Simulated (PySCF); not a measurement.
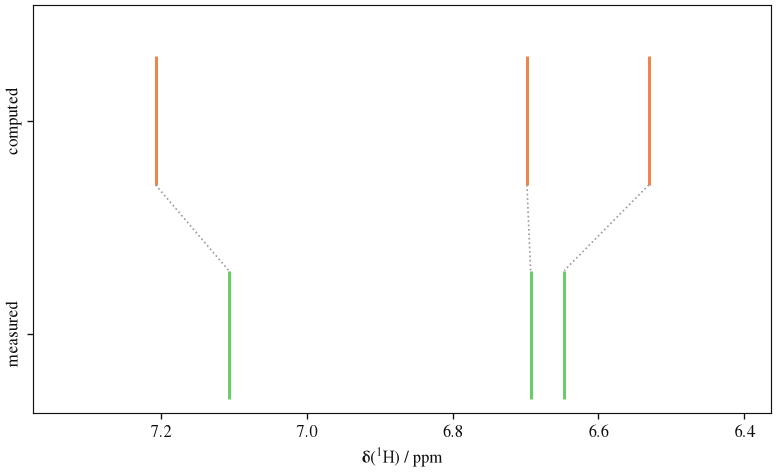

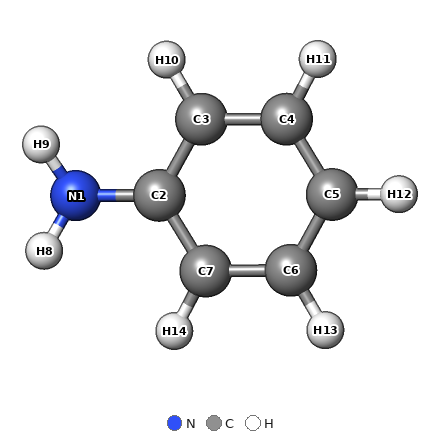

¹H shifts of C₆H₇N, SMILES Nc1ccccc1 against TMS: GIAO PBE0/pcSseg-1 (PySCF) for one gas-phase conformer (PBE0-D3(BJ)/def2-SVP, like atoms averaged) above, published measurements (CH2Cl2) below; dotted lines join the same nuclei. Only nuclei with a measured value are shown, one named for each set of like atoms.

How well does the calculation match?

Mean error 0.00 ppm, mean absolute error 0.07 ppm; the largest is −0.12 ppm, for H on C3.

Assign the lines.

```csv
nucleus,computed,measured
H on C4,7.21,7.11
H on C5,6.70,6.69
H on C3,6.53,6.65
```
